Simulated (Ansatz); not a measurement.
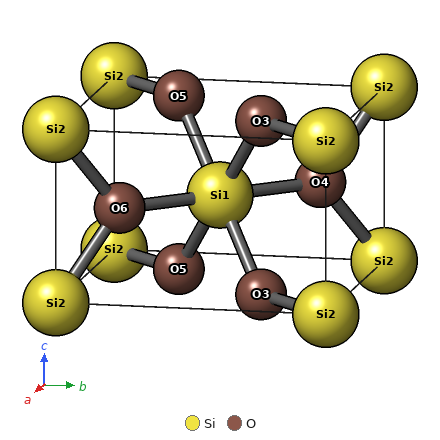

The system is SiO₂ (P4_2/mnm, No. 136; 6 atoms in the cell); the picture shows the reference structure. The energy is mapped over volume and the cell's shape. First axis: volume per atom. Second axis: c/a of the conventional cell. Nothing is relaxed (fractional coordinates fixed). The grid has 11 × 11 points. Points are written as (first, second). Energies are in meV/atom, from the lowest grid point. Theory: DFT LDA, scalar-relativistic, plane waves, PAW in Ansatz 0.2.0. Settings: cutoff 520 eV, k-mesh 6×6×10 in the order of the run's cell vectors, gaussian smearing 0.05 eV, no spin polarisation.

Its coordinates:

```yaml
crystal:
  lattice:
    - [4.15515, 0.00000, 0.00000]
    - [0.00000, 4.15515, 0.00000]
    - [0.00000, 0.00000, 2.66131]
  atoms:
    - { symbol: Si, position: [0.50000, 0.50000, 0.50000] }
    - { symbol: Si, position: [0.00000, 0.00000, 0.00000] }
    - { symbol: O, position: [0.69443, 0.69443, 0.00000] }
    - { symbol: O, position: [0.19443, 0.80557, 0.50000] }
    - { symbol: O, position: [0.30557, 0.30557, 0.00000] }
    - { symbol: O, position: [0.80557, 0.19443, 0.50000] }
```

Range: volume per atom from 6.433 to 8.883 Å³; c/a of the conventional cell from 0.534 to 0.768.

> Predict the map.

The lowest grid point is at (7.658 Å³, 0.640). It is the only kind of minimum in the scanned range. The highest grid point, (6.433 Å³, 0.534), lies 719 meV/atom above the lowest. Round the minimum the two coordinates are weakly coupled (coupling 0.14 in units of the two stiffnesses). The gap on the k-mesh is 5.8 eV at the lowest point and runs from 2.8 to 9.1 eV over the map.

```csv
"c/a of the conventional cell ↓, volume per atom →",6.433,6.678,6.923,7.168,7.413,7.658,7.903,8.148,8.393,8.638,8.883
0.768,490,381,304,255,227,219,228,250,284,327,379
0.741,405,299,224,176,151,145,155,179,214,260,313
0.714,340,234,161,114,89,84,95,120,156,202,256
0.689,296,190,116,68,44,38,49,74,110,156,211
0.664,275,167,91,42,16,10,20,43,79,124,178
0.640,277,167,88,37,9,0,8,30,63,107,160
0.618,306,191,109,54,22,10,15,35,66,107,158
0.596,362,242,154,95,59,43,44,60,88,126,174
0.574,448,321,228,162,121,100,97,108,132,166,210
0.554,566,431,330,258,211,184,175,181,199,229,268
0.534,719,575,466,385,330,296,280,280,293,317,350
```

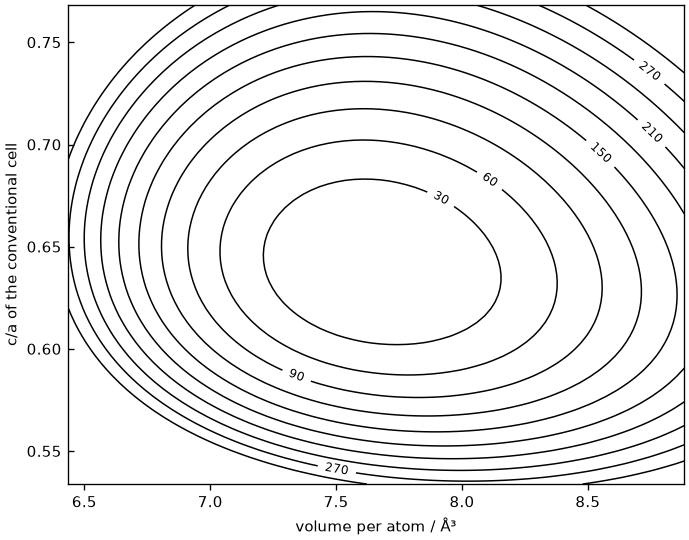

Drawn: contour lines labelled in meV/atom (none above 300). Between grid points the surface is interpolated.

The whole map (121 points run) took 10 min on 2 threads of Arm Neoverse N1, on a shared host.

PAW datasets: the set soft_1.
